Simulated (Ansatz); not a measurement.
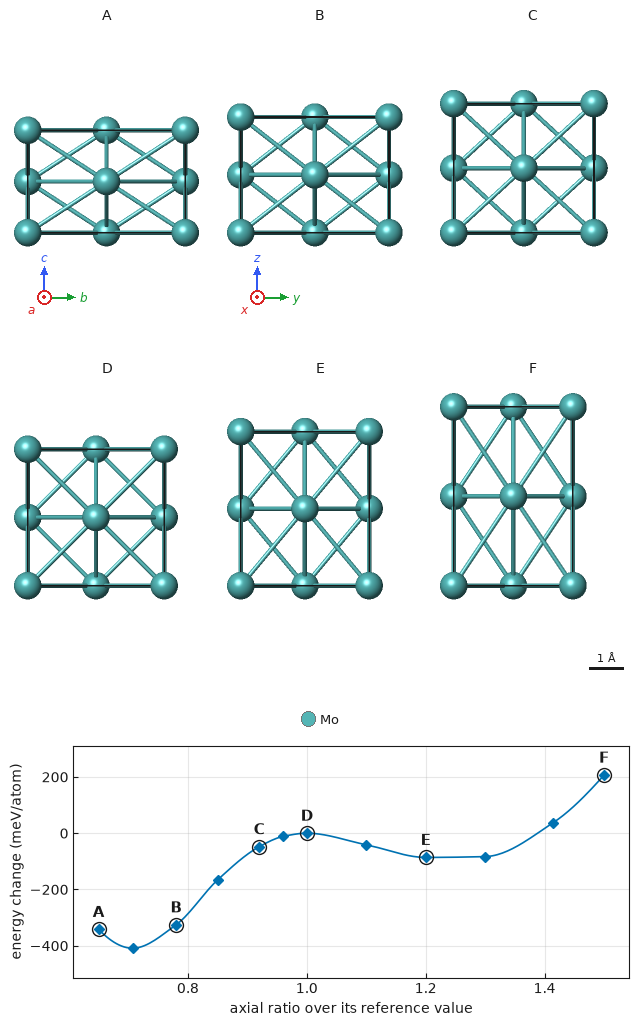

Energy scan for a crystal of Mo (Fm-3m), in which the ratio of the cell's length along z to its lengths across, counted as 1 for the reference, is changed at fixed volume (a tetragonal or Bain path), with the atoms kept at their fractional coordinates. x, y and z are the Cartesian axes of the input. The lettered frames are marked on the plot. A ball-and-stick model of the conventional cell (4 times the calculation's cell), seen along the a axis. Lengths and directions refer to the drawn axes.

Level of theory: Ansatz, DFT PBE, scalar-relativistic, plane waves, PAW. Set-up: plane-wave cutoff 420 eV; k-point mesh 22 × 22 × 22; occupations gaussian; smearing width 0.15 eV; no spin polarisation. Energies (free energies at the smearing named) are counted from the cell as listed in its source, which wasn't relaxed.

Read off the main features of the energy profile.

The lowest computed point lies at the relative ratio 0.707 (−409 meV/atom). Further local minima among the points: 1.20 (−86 meV/atom). A local maximum lies at 1.00 (0 meV/atom). At the ends of the scan the energy is −342 meV/atom (0.65) and 206 meV/atom (1.50). The unrelaxed reference is under a pressure of −4.8 GPa. The distortion takes the space group from Fm-3m to I4/mmm, except for Im-3m at 0.707. At the relative ratio 1.50 the cell of the drawing goes a 4.030 → 3.521 Å, b 4.030 → 3.521 Å, c 4.030 → 5.281 Å.

The computed points:

| axial ratio over its reference value | energy change (meV/atom) |
| --- | --- |
| 0.650 | −342 |
| 0.707 | −409 |
| 0.780 | −326 |
| 0.850 | −166 |
| 0.920 | −48 |
| 0.960 | −12 |
| 1.000 | 0 |
| 1.100 | −41 |
| 1.200 | −86 |
| 1.300 | −83 |
| 1.414 | 37 |
| 1.500 | 206 |
